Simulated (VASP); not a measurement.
# GW on CaO (Lime)

How does the gap of CaO (Lime) change from the starting functional to GW? The cell is of the rock-salt type, one of the forms listed for this formula. The start is a cell from a database of measured crystal structures.

Method: PBE; plane waves and PAW (Ca_sv_GW, O_GW), in the first sound run; inputs show where later runs differ, in VASP 6.6.1.

**1. The starting structure**

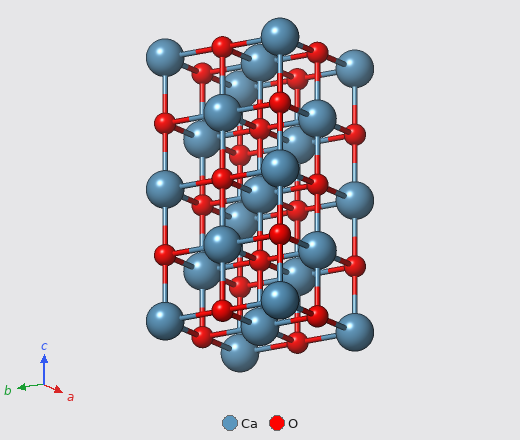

The cell as given, from a free direction (calcium blue, oxygen red). 1×1×2 cells are drawn. This picture shows the conventional cell, with its axes. Some periodic images of atoms are drawn too.

**2. Ground state**

The orbitals come from a self-consistent PBE run with a tight EDIFF and a narrow smearing. KPOINTS_OPT adds the bands along a path, which shows whether the mesh holds the band edges.

Contents of INCAR:

```
SYSTEM = CaO
PREC = Accurate
ENCUT = 440
EDIFF = 1E-08
NELM = 100
ISMEAR = 0
SIGMA = 0.01
LREAL = .FALSE.
ALGO = Normal
GGA = PE
NBANDS = 14
LORBIT = 11
LWAVE = .TRUE.
LCHARG = .FALSE.
KPAR = 8
```

Contents of POSCAR:

```
CaO
1.0
    0.0000000000      2.4065000000      2.4065000000
    2.4065000000      0.0000000000      2.4065000000
    2.4065000000      2.4065000000      0.0000000000
Ca O
1 1
Direct
    0.0000000000      0.0000000000      0.0000000000
    0.5000000000      0.5000000000      0.5000000000
```

Contents of KPOINTS:

```
Automatic mesh
0
Gamma
6 6 6
0 0 0
```

Contents of KPOINTS_OPT:

```
Line mode
12
Line-mode
Reciprocal
  0.00000000   0.00000000   0.00000000 GAMMA
  0.50000000   0.00000000   0.50000000 X

  0.50000000   0.00000000   0.50000000 X
  0.50000000   0.25000000   0.75000000 W

  0.50000000   0.25000000   0.75000000 W
  0.37500000   0.37500000   0.75000000 K

  0.37500000   0.37500000   0.75000000 K
  0.00000000   0.00000000   0.00000000 GAMMA

  0.00000000   0.00000000   0.00000000 GAMMA
  0.50000000   0.50000000   0.50000000 L

  0.50000000   0.50000000   0.50000000 L
  0.62500000   0.25000000   0.62500000 U

  0.62500000   0.25000000   0.62500000 U
  0.50000000   0.25000000   0.75000000 W

  0.50000000   0.25000000   0.75000000 W
  0.50000000   0.50000000   0.50000000 L

  0.50000000   0.50000000   0.50000000 L
  0.37500000   0.37500000   0.75000000 K

  0.62500000   0.25000000   0.62500000 U
  0.50000000   0.00000000   0.50000000 X
```

The projector-augmented-wave data sets are Ca_sv_GW and O_GW (PBE family, release 64).

Command:

```bash
> mpirun -np 8 vasp_std
```

Output:

```text
[banner, memory and clock lines left out]
running    8 mpi-ranks, on    1 nodes
 distrk:  each k-point on    1 cores,    8 groups
 distr:  one band on    1 cores,    1 groups

 POSCAR found type information on POSCAR CaO
 POSCAR found :  2 types and       2 ions
|                                                                             |
|           W    W    AA    RRRRR   N    N  II  N    N   GGGG   !!!           |
|           W    W   A  A   R    R  NN   N  II  NN   N  G    G  !!!           |
|           W    W  A    A  R    R  N N  N  II  N N  N  G       !!!           |
|           W WW W  AAAAAA  RRRRR   N  N N  II  N  N N  G  GGG   !            |
|           WW  WW  A    A  R   R   N   NN  II  N   NN  G    G                |
|           W    W  A    A  R    R  N    N  II  N    N   GGGG   !!!           |
|                                                                             |
|     For optimal performance we recommend to set                             |
|       NCORE = 2 up to number-of-cores-per-socket                            |
|     NCORE specifies how many cores store one orbital (NPAR=cpu/NCORE).      |
|     This setting can greatly improve the performance of VASP for DFT.       |
|     The default, NCORE=1 might be grossly inefficient on modern             |
|     multi-core architectures or massively parallel machines. Do your        |
|     Unfortunately you need to use the default for GW and RPA                |
|     calculations (for HF NCORE is supported but not extensively tested      |
|     yet).                                                                   |
|                                                                             |

 LDA part: xc-table for (Slater+PW92), standard interpolation
 POSCAR, INCAR and KPOINTS ok, starting setup
 FFT: planning ... GRIDC
 FFT: planning ... GRID_SOFT
 FFT: planning ... GRID
 WAVECAR not read
 entering main loop
       N       E                     dE             d eps       ncg     rms          rms(c)
DAV:   1     0.161778058485E+03    0.16178E+03   -0.67428E+03   456   0.104E+03
DAV:   2    -0.103475206449E+02   -0.17213E+03   -0.15408E+03   554   0.439E+02
DAV:   3    -0.216919406329E+02   -0.11344E+02   -0.11041E+02   746   0.121E+02
DAV:   4    -0.218596270507E+02   -0.16769E+00   -0.16751E+00   604   0.142E+01
DAV:   5    -0.218606895964E+02   -0.10625E-02   -0.10619E-02   618   0.100E+00    0.127E+01
DAV:   6    -0.179740511190E+02    0.38866E+01   -0.11068E+01   756   0.444E+01    0.149E+01
DAV:   7    -0.178407039459E+02    0.13335E+00   -0.58909E-01   566   0.938E+00    0.731E+00
DAV:   8    -0.177706675214E+02    0.70036E-01   -0.18775E-01   598   0.606E+00    0.142E+00
DAV:   9    -0.177713408788E+02   -0.67336E-03   -0.12484E-02   712   0.180E+00    0.302E-01
DAV:  10    -0.177711403831E+02    0.20050E-03   -0.53022E-03   610   0.113E+00    0.843E-02
DAV:  11    -0.177710815551E+02    0.58828E-04   -0.25965E-04   544   0.292E-01    0.337E-02
DAV:  12    -0.177711022647E+02   -0.20710E-04   -0.82923E-05   598   0.116E-01    0.311E-02
DAV:  13    -0.177711008001E+02    0.14646E-05   -0.98244E-06   650   0.531E-02    0.178E-02
DAV:  14    -0.177711009807E+02   -0.18064E-06   -0.52259E-07   670   0.118E-02    0.385E-03
DAV:  15    -0.177711011603E+02   -0.17955E-06   -0.12880E-07   582   0.366E-03    0.268E-03
DAV:  16    -0.177711010909E+02    0.69324E-07   -0.39888E-09   296   0.866E-04    0.117E-03
DAV:  17    -0.177711010545E+02    0.36413E-07   -0.89785E-10   278   0.628E-04    0.207E-04
DAV:  18    -0.177711010463E+02    0.82671E-08   -0.65275E-10   254   0.412E-04
   1 F= -.17771101E+02 E0= -.17771101E+02  d E =-.123404E-27
 Start KPOINTS_OPT (optional k-point list driver)
k-point batch [1-16\120]
       N       E                     dE             ncg
DAV:   1     0.784956963011E+03   -0.52866E+04      448
DAV:   2    -0.206704352174E+04   -0.28520E+04      538
DAV:   3    -0.235550573446E+04   -0.28846E+03      794
DAV:   4    -0.236256596796E+04   -0.70602E+01      596
DAV:   5    -0.236262508462E+04   -0.59117E-01      602
DAV:   6    -0.236262716013E+04   -0.20755E-02      596
DAV:   7    -0.236262719343E+04   -0.33299E-04      632
DAV:   8    -0.236262719442E+04   -0.99545E-06      596
DAV:   9    -0.236262719444E+04   -0.17796E-07      520
DAV:  10    -0.236262719444E+04   -0.75306E-09      314
[...]
k-point batch [113-120\120]
       N       E                     dE             ncg
DAV:   1     0.532085908056E+04   -0.51728E+04      224
DAV:   2     0.396161155708E+04   -0.13592E+04      290
DAV:   3     0.385500899663E+04   -0.10660E+03      384
DAV:   4     0.385342095288E+04   -0.15880E+01      270
DAV:   5     0.385338358565E+04   -0.37367E-01      344
DAV:   6     0.385338275343E+04   -0.83222E-03      270
DAV:   7     0.385338272417E+04   -0.29254E-04      344
DAV:   8     0.385338272359E+04   -0.58023E-06      270
DAV:   9     0.385338272358E+04   -0.11277E-07      312
DAV:  10     0.385338272358E+04   -0.45702E-09      172
 writing wavefunctions
```

Run time: 12 s. Hardware: 8 MPI ranks of AMD EPYC 7R43, shared host; peak memory 0.98 GiB; 82 s of CPU time.

Lines that name or quote the potential files are left out of all logs, and their timing lines are given in words.

Parts of OUTCAR (step 2):

```text
ion  position               nearest neighbor table
   1  0.000  0.000  0.000-   2 2.41   2 2.41   2 2.41   2 2.41   2 2.41   2 2.41
   2  0.500  0.500  0.500-   1 2.41   1 2.41   1 2.41   1 2.41   1 2.41   1 2.41

  LATTYP: Found a face centered cubic cell.
 ALAT       =     4.8130000000

 Subroutine GETGRP returns: Found 48 space group operations
 (whereof 48 operations were pure point group operations)

The static configuration has the point symmetry O_h .

 Found     16 irreducible k-points:

   k-points           NKPTS =     16   k-points in BZ     NKDIM =     16   number of bands    NBANDS=     14

   dimension x,y,z NGX =    24 NGY =   24 NGZ =   24
   dimension x,y,z NGXF=    48 NGYF=   48 NGZF=   48

   ENCUT  =  440.0 eV  32.34 Ry    5.69 a.u.   5.82  5.82  5.82*2*pi/ulx,y,z

   NELECT =      16.0000    total number of electrons

 k-points in reciprocal lattice and weights: Automatic mesh
   0.00000000  0.00000000  0.00000000       0.005
   0.16666667  0.00000000  0.00000000       0.037
   0.33333333  0.00000000  0.00000000       0.037
   0.50000000  0.00000000  0.00000000       0.019
   0.16666667  0.16666667  0.00000000       0.028
   0.33333333  0.16666667  0.00000000       0.111
   0.50000000  0.16666667  0.00000000       0.111
  -0.33333333  0.16666667  0.00000000       0.111
  -0.16666667  0.16666667  0.00000000       0.056
[...]
-0.33333333  0.33333333  0.16666667       0.111
  -0.33333333  0.50000000  0.16666667       0.056

 average (electrostatic) potential at core
       1 -92.2568       2 -68.0014

 E-fermi :   4.6634

 k-point     1 :       0.0000    0.0000    0.0000
  band No.  band energies     occupation
    ...
      4     -13.8310      2.00000
      5     -10.9239      2.00000
      6       4.5894      2.00000
      7       4.5894      2.00000
      8       4.5894      2.00000
      9       9.2866      0.00000
     10      10.8150      0.00000
     11      10.8150      0.00000
     12      10.8150      0.00000
     13      12.3083      0.00000
    ...

 k-point     2 :       0.1667    0.0000    0.0000
  band No.  band energies     occupation
    ...
      4     -13.8452      2.00000
      5     -10.5718      2.00000
      6       3.7383      2.00000
      7       4.2441      2.00000
      8       4.2441      2.00000
      9      10.3854      0.00000
     10      10.7912      0.00000
     11      11.2683      0.00000
     12      11.2683      0.00000
     13      12.9265      0.00000
    ...

 k-point     3 :       0.3333    0.0000    0.0000
  band No.  band energies     occupation
    ...
      4     -13.8720      2.00000
      5     -10.0044      2.00000
      6       2.4912      2.00000
      7       3.6603      2.00000
      8       3.6603      2.00000
      9      11.1150      0.00000
     10      12.2946      0.00000
     11      12.3104      0.00000
     12      12.3104      0.00000
     13      14.2042      0.00000
    ...

  Total       -0.3065399     -0.3065399     -0.3065399      0.0000000     -0.0000000     -0.0000000
  in kB      -17.6201689    -17.6201689    -17.6201689      0.0000000     -0.0000000     -0.0000000
  external PRESSURE =     -17.6201689 kB  Pullay stress =       0.0000000 kB

  energy-cutoff  :      440.00
  volume of cell :       27.87
      direct lattice vectors                 reciprocal lattice vectors
     0.000000000  2.406500000  2.406500000    -0.207770621  0.207770621  0.207770621
     2.406500000  0.000000000  2.406500000     0.207770621 -0.207770621  0.207770621
     2.406500000  2.406500000  0.000000000     0.207770621  0.207770621 -0.207770621

 POSITION                                       TOTAL-FORCE (eV/Angst)
 -----------------------------------------------------------------------------------
      0.00000      0.00000      0.00000         0.000000     -0.000000      0.000000
      2.40650      2.40650      2.40650         0.000000      0.000000      0.000000
 -----------------------------------------------------------------------------------
    total drift:                                0.000000     -0.000000     -0.000000

  FREE ENERGIE OF THE ION-ELECTRON SYSTEM (eV)
  ---------------------------------------------------
  free  energy   TOTEN  =       -17.7711010463 eV

  energy  without entropy=      -17.7711010463  energy(sigma->0) =      -17.77110105

 total charge
# of ion       s       p       d       tot
------------------------------------------
    1        2.217   5.928   0.331   8.475
    2        1.534   3.413   0.000   4.947
--------------------------------------------------
tot          3.750   9.341   0.331  13.422

[... 3 further parts left out ...]
```

Numbers from this step:

```
free energy (TOTEN)               : -17.77 eV
Fermi energy                      : 4.663 eV
pressure                          : -1.762 GPa
least gap on mesh and path        : 3.653 eV
least direct gap on mesh and path : 4.033 eV
```

The highest empty bands on the path are converged less tightly, to about 0.1 eV. Electronic bands along the path, in eV, zero at the valence-band top; v1 is the highest filled band, c1 the lowest empty one:

```tsv
point	v3	v2	v1	c1	c2	c3	c4
Γ	0.00	0.00	0.00	4.70	6.23	6.23	6.23
X	-1.31	-0.38	-0.38	3.65	8.02	8.87	9.51
W	-1.27	-1.07	-1.07	6.31	6.31	8.36	9.51
K	-1.33	-1.22	-0.78	5.14	7.97	8.53	9.02
Γ	0.00	0.00	0.00	4.70	6.23	6.23	6.23
L	-2.61	-1.18	-1.18	7.04	8.34	8.34	8.45
U	-1.33	-1.22	-0.78	5.14	7.97	8.53	9.02
W	-1.27	-1.07	-1.07	6.31	6.31	8.36	9.51
L	-2.61	-1.18	-1.18	7.04	8.34	8.34	8.45
K	-1.33	-1.22	-0.78	5.14	7.97	8.53	9.02
jump to U	-1.33	-1.22	-0.78	5.14	7.97	8.53	9.02
X	-1.31	-0.38	-0.38	3.65	8.02	8.87	9.51
```

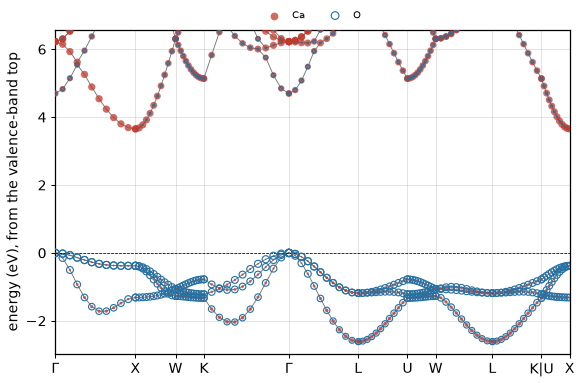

Electronic bands along the path; dots are coloured as in the legend, and their area grows with the weight.

The cell has a gap of 3.65 eV on mesh and path.

**3. Empty bands, functional PBE**

The next step needs empty bands that the ground-state run didn't converge, so the Hamiltonian is diagonalised exactly for NBANDS bands, in a single step. LOPTICS writes the k-derivatives of the orbitals (WAVEDER), which give the long-wavelength limit of the screening.

Contents of INCAR:

```
SYSTEM = CaO
PREC = Accurate
ENCUT = 440
ISMEAR = 0
SIGMA = 0.01
LREAL = .FALSE.
GGA = PE
NBANDS = 184
ALGO = Exact
NELM = 1
LWAVE = .TRUE.
LCHARG = .FALSE.
LOPTICS = .TRUE.
NEDOS = 1000
CSHIFT = 0.1
```

POSCAR is that of step 2.

KPOINTS is that of step 2.

Command:

```bash
> mpirun -np 8 vasp_std
```

Output:

```text
[banner, memory and clock lines left out]
running    8 mpi-ranks, on    1 nodes
 distrk:  each k-point on    8 cores,    1 groups
 distr:  one band on    1 cores,    8 groups

 POSCAR found type information on POSCAR CaO
 POSCAR found :  2 types and       2 ions
 [... a notice as in an earlier step ...]

 LDA part: xc-table for (Slater+PW92), standard interpolation
 found WAVECAR, reading the header
  number of bands has changed, file:    14 present:   184
  trying to continue reading WAVECAR, but it might fail
 POSCAR, INCAR and KPOINTS ok, starting setup
 FFT: planning ... GRIDC
 FFT: planning ... GRID_SOFT
 FFT: planning ... GRID
 reading WAVECAR
 random initialization beyond band           14
 the WAVECAR file was read successfully
 initial charge from wavefunction
 entering main loop
       N       E                     dE             d eps       ncg     rms          rms(c)
DIA:   1    -0.177711010481E+02   -0.17771E+02    0.00000E+00     0   0.000E+00
   1 F= -.17771101E+02 E0= -.17771101E+02  d E =0.000000E+00
 writing wavefunctions
 optical routines
 imaginary and real dielectric function
 recalculating local potential from charge density
 direction            1
 direction            2
 direction            3
```

Elapsed: 7.6 s, on 8 MPI ranks; peak memory 0.8 GiB.

OUTCAR, selected parts (step 3):

```text
The static configuration has the point symmetry O_h .

 Found     16 irreducible k-points:

   k-points           NKPTS =     16   k-points in BZ     NKDIM =     16   number of bands    NBANDS=    184

   NELECT =      16.0000    total number of electrons

 E-fermi :   4.8219

  Total       -0.3065706     -0.3065706     -0.3065706      0.0000000      0.0000000     -0.0000000
  in kB      -17.6219327    -17.6219327    -17.6219327      0.0000000      0.0000000     -0.0000000
  external PRESSURE =     -17.6219327 kB  Pullay stress =       0.0000000 kB

 POSITION                                       TOTAL-FORCE (eV/Angst)
 -----------------------------------------------------------------------------------
      0.00000      0.00000      0.00000         0.000000      0.000000     -0.000000
      2.40650      2.40650      2.40650         0.000000      0.000000      0.000000
 -----------------------------------------------------------------------------------
    total drift:                                0.000000     -0.000000     -0.000000

  FREE ENERGIE OF THE ION-ELECTRON SYSTEM (eV)
  ---------------------------------------------------
  free  energy   TOTEN  =       -17.7711010481 eV

  energy  without entropy=      -17.7711010481  energy(sigma->0) =      -17.77110105

 plasma frequency squared (from intraband transitions) (eV^2)
  --------------------------------------------------------------------------------------
       0.000       0.000       0.000
       0.000       0.000       0.000
       0.000       0.000       0.000

[... 14 parts as in an earlier step ...]
```

WAVECAR now holds 184 bands for 16 electrons. Its independent-particle dielectric tensor has xx, yy, zz = 3.9, 3.9, 3.9 on this mesh, which isn't tested for convergence in mesh or bands and lacks local fields.

(Part 1 of 6 ends here.)

[Lines on the potential files, build, host, timing and source positions are cut from VASP's logs without a mark.]

[Logs are printed without paths, hosts, clocks, repeated set-up lines and the standing remarks that a program may print on its own settings, such as how far it seeks lower states.]

[Hosts, paths, dates, database ids (printed as entryN), source tags and the programs' standing remarks are cut or masked in the printed files.]

[Pressures printed for these runs are not shown converged in the cutoff: they can be off by several GPa and have the wrong sign.]
